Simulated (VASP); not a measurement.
# ZrB$_{2}$: geometry relaxation (part 2 of 2)

Continued. System: ZrB$_{2}$ (P6/mmm, 3 atoms in the cell). Method: Kohn-Sham DFT of a periodic cell, LDA, VASP PAW LDA potentials, recommended, no spin polarisation (VASP 6.6.1); cutoff 600 eV, 15×15×12 k-mesh, Gaussian smearing of 0.1 eV. The structure derives from an entry of the Crystallography Open Database.

Geometry of the input (Å; fractional positions):
```
3.1356  0.0000  0.0000
-1.5678  2.7155  0.0000
0.0000  0.0000  3.4859
Zr 0.0000  0.0000  0.0000
B  0.3333  0.6667  0.5000
B  0.6667  0.3333  0.5000
```

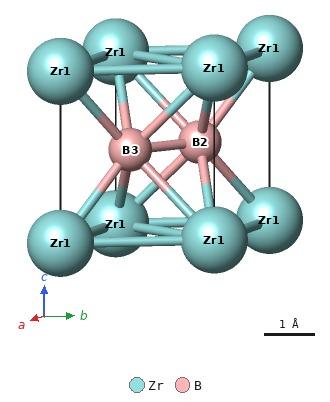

**Figure 1.** The geometry at step 3 of the log (ball-and-stick view of the cell of the calculation, seen slightly off an axis; atoms are numbered from 1 in the order of the input).

Parts of OUTCAR, continued
```
  FORCE on cell =-STRESS in cart. coord.  units (eV):
  Direction    XX          YY          ZZ          XY          YZ          ZX
  --------------------------------------------------------------------------------------
  -------------------------------------------------------------------------------------
  Total       -0.0517106     -0.0517106     -0.0525084     -0.0000000      0.0000000      0.0000000
  in kB       -2.7856150     -2.7856150     -2.8285939     -0.0000000      0.0000000      0.0000000
  external PRESSURE =      -2.7999413 kB  Pullay stress =       0.0000000 kB

 VOLUME and BASIS-vectors are now :
 -----------------------------------------------------------------------------
  energy-cutoff  :      600.00
  volume of cell :       29.74
      direct lattice vectors                 reciprocal lattice vectors
     3.135461773 -0.000000000 -0.000000000     0.318932289  0.184135643  0.000000000
    -1.567730886  2.715389548  0.000000000     0.000000000  0.368271286  0.000000000
     0.000000000 -0.000000000  3.493293181     0.000000000 -0.000000000  0.286262832

 POSITION                                       TOTAL-FORCE (eV/Angst)
 -----------------------------------------------------------------------------------
      0.00000     -0.00000      0.00000         0.000000      0.000000     -0.000000
     -0.00000      1.81026      1.74665        -0.000000     -0.000000     -0.000000
      1.56773      0.90513      1.74665         0.000000      0.000000      0.000000
 -----------------------------------------------------------------------------------
    total drift:                               -0.000000      0.000000      0.000000

  FREE ENERGIE OF THE ION-ELECTRON SYSTEM (eV)
  ---------------------------------------------------
  free  energy   TOTEN  =       -27.4842015704 eV

  energy  without entropy=      -27.4831399644  energy(sigma->0) =      -27.48367077

--------------------------------------- Ionic step        3  -------------------------------------------

 number of electron      18.0000000 magnetization

------------------------ aborting loop because EDIFF is reached ----------------------------------------

  FORCE on cell =-STRESS in cart. coord.  units (eV):
  Direction    XX          YY          ZZ          XY          YZ          ZX
  --------------------------------------------------------------------------------------
  -------------------------------------------------------------------------------------
  Total       -0.0421678     -0.0421678     -0.0121437     -0.0000000      0.0000000     -0.0000000
  in kB       -2.2728617     -2.2728617     -0.6545526     -0.0000000      0.0000000     -0.0000000
  external PRESSURE =      -1.7334253 kB  Pullay stress =       0.0000000 kB

 VOLUME and BASIS-vectors are now :
 -----------------------------------------------------------------------------
  energy-cutoff  :      600.00
  volume of cell :       29.72
      direct lattice vectors                 reciprocal lattice vectors
     3.135486739 -0.000000000 -0.000000000     0.318929749  0.184134177  0.000000000
    -1.567743370  2.715411170  0.000000000     0.000000000  0.368268353  0.000000000
     0.000000000 -0.000000000  3.491227948     0.000000000 -0.000000000  0.286432171

 POSITION                                       TOTAL-FORCE (eV/Angst)
 -----------------------------------------------------------------------------------
     -1.56774      2.71541      0.00000         0.000000      0.000000      0.000000
     -0.00000      1.81027      1.74561        -0.000000     -0.000000     -0.000000
      1.56774      0.90514      1.74561         0.000000      0.000000      0.000000
 -----------------------------------------------------------------------------------
    total drift:                               -0.000000      0.000000      0.000000

  FREE ENERGIE OF THE ION-ELECTRON SYSTEM (eV)
  ---------------------------------------------------
  free  energy   TOTEN  =       -27.4842163166 eV

  energy  without entropy=      -27.4831562097  energy(sigma->0) =      -27.48368626

--------------------------------------- Ionic step        4  -------------------------------------------

 number of electron      18.0000000 magnetization

------------------------ aborting loop because EDIFF is reached ----------------------------------------

  FORCE on cell =-STRESS in cart. coord.  units (eV):
  Direction    XX          YY          ZZ          XY          YZ          ZX
  --------------------------------------------------------------------------------------
  -------------------------------------------------------------------------------------
  Total       -0.0366713     -0.0366713      0.0039588     -0.0000000      0.0000000      0.0000000
  in kB       -1.9768226     -1.9768226      0.2134063     -0.0000000      0.0000000      0.0000000
  external PRESSURE =      -1.2467463 kB  Pullay stress =       0.0000000 kB

 VOLUME and BASIS-vectors are now :
 -----------------------------------------------------------------------------
  energy-cutoff  :      600.00
  volume of cell :       29.72
      direct lattice vectors                 reciprocal lattice vectors
     3.135491703 -0.000000000 -0.000000000     0.318929244  0.184133885  0.000000000
    -1.567745852  2.715415468  0.000000000     0.000000000  0.368267770  0.000000000
     0.000000000 -0.000000000  3.490817348     0.000000000 -0.000000000  0.286465862

 POSITION                                       TOTAL-FORCE (eV/Angst)
 -----------------------------------------------------------------------------------
      0.00000     -0.00000      0.00000         0.000000      0.000000      0.000000
     -0.00000      1.81028      1.74541        -0.000000     -0.000000      0.000000
      1.56775      0.90514      1.74541         0.000000      0.000000     -0.000000
 -----------------------------------------------------------------------------------
    total drift:                               -0.000000      0.000000      0.000000

  FREE ENERGIE OF THE ION-ELECTRON SYSTEM (eV)
  ---------------------------------------------------
  free  energy   TOTEN  =       -27.4842159040 eV

  energy  without entropy=      -27.4831563473  energy(sigma->0) =      -27.48368613

--------------------------------------- Ionic step        5  -------------------------------------------

 number of electron      18.0000000 magnetization

------------------------ aborting loop because EDIFF is reached ----------------------------------------

  FORCE on cell =-STRESS in cart. coord.  units (eV):
  Direction    XX          YY          ZZ          XY          YZ          ZX
  --------------------------------------------------------------------------------------
  -------------------------------------------------------------------------------------
  Total       -0.0352644     -0.0352644      0.0096627     -0.0000000     -0.0000000      0.0000000
  in kB       -1.9009132     -1.9009132      0.5208625     -0.0000000     -0.0000000      0.0000000
  external PRESSURE =      -1.0936547 kB  Pullay stress =       0.0000000 kB

 VOLUME and BASIS-vectors are now :
 -----------------------------------------------------------------------------
  energy-cutoff  :      600.00
  volume of cell :       29.72
      direct lattice vectors                 reciprocal lattice vectors
     3.135490165 -0.000000000 -0.000000000     0.318929401  0.184133975  0.000000000
    -1.567745082  2.715414136  0.000000000     0.000000000  0.368267951  0.000000000
     0.000000000 -0.000000000  3.490944596     0.000000000 -0.000000000  0.286455420

 POSITION                                       TOTAL-FORCE (eV/Angst)
 -----------------------------------------------------------------------------------
      0.00000     -0.00000      0.00000         0.000000      0.000000     -0.000000
     -0.00000      1.81028      1.74547         0.000000     -0.000000     -0.000000
      1.56775      0.90514      1.74547        -0.000000      0.000000      0.000000
 -----------------------------------------------------------------------------------
    total drift:                               -0.000000      0.000000      0.000000

  FREE ENERGIE OF THE ION-ELECTRON SYSTEM (eV)
  ---------------------------------------------------
  free  energy   TOTEN  =       -27.4842163671 eV

  energy  without entropy=      -27.4831567936  energy(sigma->0) =      -27.48368658

--------------------------------------- Ionic step        6  -------------------------------------------

 number of electron      18.0000000 magnetization

------------------------ aborting loop because EDIFF is reached ----------------------------------------

  FORCE on cell =-STRESS in cart. coord.  units (eV):
  Direction    XX          YY          ZZ          XY          YZ          ZX
  --------------------------------------------------------------------------------------
  -------------------------------------------------------------------------------------
  Total       -0.0357434     -0.0357434      0.0078174     -0.0000000      0.0000000     -0.0000000
  in kB       -1.9266563     -1.9266563      0.4213779     -0.0000000      0.0000000     -0.0000000
  external PRESSURE =      -1.1439783 kB  Pullay stress =       0.0000000 kB

 VOLUME and BASIS-vectors are now :
 -----------------------------------------------------------------------------
  energy-cutoff  :      600.00
  volume of cell :       29.72
      direct lattice vectors                 reciprocal lattice vectors
     3.135488452 -0.000000000 -0.000000000     0.318929575  0.184134076  0.000000000
    -1.567744226  2.715412653  0.000000000     0.000000000  0.368268152  0.000000000
     0.000000000 -0.000000000  3.491086272     0.000000000 -0.000000000  0.286443795

 POSITION                                       TOTAL-FORCE (eV/Angst)
 -----------------------------------------------------------------------------------
      0.00000     -0.00000      0.00000         0.000000      0.000000      0.000000
     -0.00000      1.81028      1.74554        -0.000000     -0.000000     -0.000000
      1.56774      0.90514      1.74554        -0.000000      0.000000      0.000000
 -----------------------------------------------------------------------------------
    total drift:                               -0.000000      0.000000      0.000000

  FREE ENERGIE OF THE ION-ELECTRON SYSTEM (eV)
  ---------------------------------------------------
  free  energy   TOTEN  =       -27.4842165799 eV

  energy  without entropy=      -27.4831569243  energy(sigma->0) =      -27.48368675

--------------------------------------- Ionic step        7  -------------------------------------------

 number of electron      18.0000000 magnetization

 Free energy of the ion-electron system (eV)
  ---------------------------------------------------
  ext. energy  EPLUGINS =         0.00000000
  ---------------------------------------------------
  free energy    TOTEN  =       -27.48422497 eV

  energy without entropy =      -27.48316532  energy(sigma->0) =      -27.48369514

 E-fermi :  10.8390     XC(G=0): -12.7481     alpha+bet :-20.0340

 val. band max:       10.8150279705   @ k =   0.0667   0.0667   0.4167
 cond. band min:      10.8491507107   @ k =   0.4000   0.1333   0.0000
 fundamental gap:      0.0341227402
 Fermi energy:        10.8389633594

 k-point     1 :       0.0000    0.0000    0.0000
  band No.  band energies     occupation
      1     -37.3814      2.00000
      2     -15.7482      2.00000
      3     -15.1259      2.00000
      4     -15.1259      2.00000
      5      -1.8649      2.00000
      6       8.1581      2.00000
      7       8.1581      2.00000
      8       8.1836      2.00000
      9       8.5791      2.00000
     10      14.3852      0.00000
     11      14.3852      0.00000
     12      15.1743      0.00000
     13      15.1743      0.00000

 k-point     2 :       0.0667    0.0000    0.0000
  band No.  band energies     occupation
      1     -37.3756      2.00000
      2     -15.7396      2.00000
      3     -15.1761      2.00000
      4     -15.1367      2.00000
      5      -1.7726      2.00000
      6       7.8999      2.00000
      7       8.1652      2.00000
      8       8.2747      2.00000
      9       8.4666      2.00000
     10      14.3258      0.00000
     11      14.5434      0.00000
     12      14.5597      0.00000
     13      14.7709      0.00000

 k-point     3 :       0.1333   -0.0000    0.0000
  band No.  band energies     occupation
      1     -37.3589      2.00000
      2     -15.7153      2.00000
      3     -15.3156      2.00000
      4     -15.1671      2.00000
      5      -1.5038      2.00000
      6       7.2415      2.00000
      7       8.1705      2.00000
      8       8.1800      2.00000
      9       8.5071      2.00000
     10      13.7075      0.00000
     11      14.1640      0.00000
     12      14.3745      0.00000
     13      14.8725      0.00000

 k-point     4 :       0.2000   -0.0000    0.0000
  band No.  band energies     occupation
      1     -37.3342      2.00000
      2     -15.6793      2.00000
      3     -15.5153      2.00000
      4     -15.2114      2.00000
      5      -1.0790      2.00000
      6       6.3818      2.00000
      7       7.8195      2.00000
      8       8.1410      2.00000
      9       8.7391      2.00000
     10      13.1460      0.00000
     11      13.9404      0.00000
     12      14.2905      0.00000
     13      14.9268      0.00000

 k-point     5 :       0.2667   -0.0000    0.0000
  band No.  band energies     occupation
      1     -37.3056      2.00000
      2     -15.7370      2.00000
      3     -15.6377      2.00000
      4     -15.2618      2.00000
      5      -0.5241      2.00000
      6       5.4493      2.00000
      7       7.4675      2.00000
      8       8.0614      2.00000
      9       8.7615      2.00000
     10      13.1703      0.00000
     11      13.7020      0.00000
     12      14.4802      0.00000
     13      14.5313      0.00000

 [... the levels of 18 k-points are left out ...]

 k-point    24 :       0.4000    0.2000    0.0000
  band No.  band energies     occupation
      1     -37.2323      2.00000
      2     -16.0684      2.00000
      3     -15.6129      2.00000
      4     -15.5305      2.00000
      5       2.4903      2.00000
      6       2.7548      2.00000
      7       5.3004      2.00000
      8       7.3863      2.00000
      9       9.8257      2.00000
     10      10.5995      1.99929
     11      13.6997      0.00000
     12      15.1542      0.00000
     13      17.4468      0.00000

 [... further k-points ...]

------------------------ aborting loop because EDIFF is reached ----------------------------------------

  FORCE on cell =-STRESS in cart. coord.  units (eV):
  Direction    XX          YY          ZZ          XY          YZ          ZX
  --------------------------------------------------------------------------------------
  -------------------------------------------------------------------------------------
  Total        0.0089760      0.0089760      0.0025798      0.0000000     -0.0000000      0.0000000
  in kB        0.4842182      0.4842182      0.1391674      0.0000000     -0.0000000      0.0000000
  external PRESSURE =       0.3692013 kB  Pullay stress =       0.0000000 kB

 VOLUME and BASIS-vectors are now :
 -----------------------------------------------------------------------------
  energy-cutoff  :      600.00
  volume of cell :       29.70
      direct lattice vectors                 reciprocal lattice vectors
     3.133786661 -0.000000000 -0.000000000     0.319102769  0.184234069  0.000000000
    -1.566893331  2.713938859  0.000000000     0.000000000  0.368468139 -0.000000000
    -0.000000000  0.000000000  3.492081362     0.000000000 -0.000000000  0.286362171

 POSITION                                       TOTAL-FORCE (eV/Angst)
 -----------------------------------------------------------------------------------
      0.00000      0.00000      0.00000        -0.000000     -0.000000      0.000000
     -0.00000      1.80929      1.74604        -0.000000      0.000000     -0.000000
      1.56689      0.90465      1.74604         0.000000     -0.000000      0.000000
 -----------------------------------------------------------------------------------
    total drift:                               -0.000000      0.000000      0.000000

  FREE ENERGIE OF THE ION-ELECTRON SYSTEM (eV)
  ---------------------------------------------------
  free  energy   TOTEN  =       -27.4842249698 eV

  energy  without entropy=      -27.4831653176  energy(sigma->0) =      -27.48369514

 reached required accuracy - stopping structural energy minimisation
```

CONTCAR
```
ZrB2
   1.00000000000000
     3.1337866613013206   -0.0000000000000325   -0.0000000000000000
    -1.5668933306007167    2.7139388586823063    0.0000000000000000
    -0.0000000000000000    0.0000000000000000    3.4920813615322586
  Zr              B
     1     2
Direct
     0.0000000000000000    0.0000000000000000    0.0000000000000000
     0.3333333332999970    0.6666666667000030    0.5000000000000000
     0.6666666667000030    0.3333333332999970    0.5000000000000000

  0.00000000E+00  0.00000000E+00  0.00000000E+00
  0.00000000E+00  0.00000000E+00  0.00000000E+00
  0.00000000E+00  0.00000000E+00  0.00000000E+00
```

Trajectory as extended XYZ (Å, eV, eV/Å), 7 frames, from step=0 to step=6
```
3
Lattice="3.1356 0.0000 0.0000 -1.5678 2.7155 0.0000 0.0000 0.0000 3.4859" Properties=species:S:1:pos:R:3:forces:R:3 step=0 energy=-27.48412
Zr    0.0000    0.0000    0.0000    0.0000   0.0000   0.0000
B     0.0000    1.8103    1.7429    0.0000   0.0000   0.0000
B     1.5678    0.9052    1.7429    0.0000   0.0000   0.0000
3
Lattice="3.1355 -0.0000 -0.0000 -1.5677 2.7154 0.0000 0.0000 -0.0000 3.4933" Properties=species:S:1:pos:R:3:forces:R:3 step=1 energy=-27.48420
Zr    0.0000    0.0000    0.0000    0.0000   0.0000   0.0000
B     0.0000    1.8103    1.7466    0.0000   0.0000   0.0000
B     1.5677    0.9051    1.7466    0.0000   0.0000   0.0000
3
Lattice="3.1355 -0.0000 -0.0000 -1.5677 2.7154 0.0000 0.0000 -0.0000 3.4912" Properties=species:S:1:pos:R:3:forces:R:3 step=2 energy=-27.48422
Zr   -1.5677    2.7154    0.0000    0.0000   0.0000   0.0000
B     0.0000    1.8103    1.7456    0.0000   0.0000   0.0000
B     1.5677    0.9051    1.7456    0.0000   0.0000   0.0000
3
Lattice="3.1355 -0.0000 -0.0000 -1.5677 2.7154 0.0000 0.0000 -0.0000 3.4908" Properties=species:S:1:pos:R:3:forces:R:3 step=3 energy=-27.48422
Zr    0.0000    0.0000    0.0000    0.0000   0.0000   0.0000
B     0.0000    1.8103    1.7454    0.0000   0.0000   0.0000
B     1.5677    0.9051    1.7454    0.0000   0.0000   0.0000
3
Lattice="3.1355 -0.0000 -0.0000 -1.5677 2.7154 0.0000 0.0000 -0.0000 3.4909" Properties=species:S:1:pos:R:3:forces:R:3 step=4 energy=-27.48422
Zr    0.0000    0.0000    0.0000    0.0000   0.0000   0.0000
B     0.0000    1.8103    1.7455    0.0000   0.0000   0.0000
B     1.5677    0.9051    1.7455    0.0000   0.0000   0.0000
3
Lattice="3.1355 -0.0000 -0.0000 -1.5677 2.7154 0.0000 0.0000 -0.0000 3.4911" Properties=species:S:1:pos:R:3:forces:R:3 step=5 energy=-27.48422
Zr    0.0000    0.0000    0.0000    0.0000   0.0000   0.0000
B     0.0000    1.8103    1.7455    0.0000   0.0000   0.0000
B     1.5677    0.9051    1.7455    0.0000   0.0000   0.0000
3
Lattice="3.1338 -0.0000 -0.0000 -1.5669 2.7139 0.0000 -0.0000 0.0000 3.4921" Properties=species:S:1:pos:R:3:forces:R:3 step=6 energy=-27.48422
Zr    0.0000    0.0000    0.0000    0.0000   0.0000   0.0000
B     0.0000    1.8093    1.7460    0.0000   0.0000   0.0000
B     1.5669    0.9046    1.7460    0.0000   0.0000   0.0000
```

Summary

| quantity | value |
| --- | --- |
| outcome | converged |
| space group (tolerance 0.01 Å) | P6/mmm (191) |
| electrons treated | 18 |
| free energy | −27.4842 eV |
| Fermi energy | 10.839 eV |
| gap on the k-point mesh | none (metallic) |
| pressure | 0.04 GPa |
| final volume | 29.70 Å³ |
| largest force (length of the vector) at the end | under 0.001 eV/Å |
| final cell | a = 3.134 Å, b = 3.134 Å, c = 3.492 Å, α = 90.00°, β = 90.00°, γ = 120.00° |
| hardware | 1 thread of AMD EPYC (Zen 3), 192 GiB of memory available, shared host |
| wall time | 3.3 min |
| peak memory | 0.19 GiB |

Notes

Points of doubt noted for this run: lda forms differ.
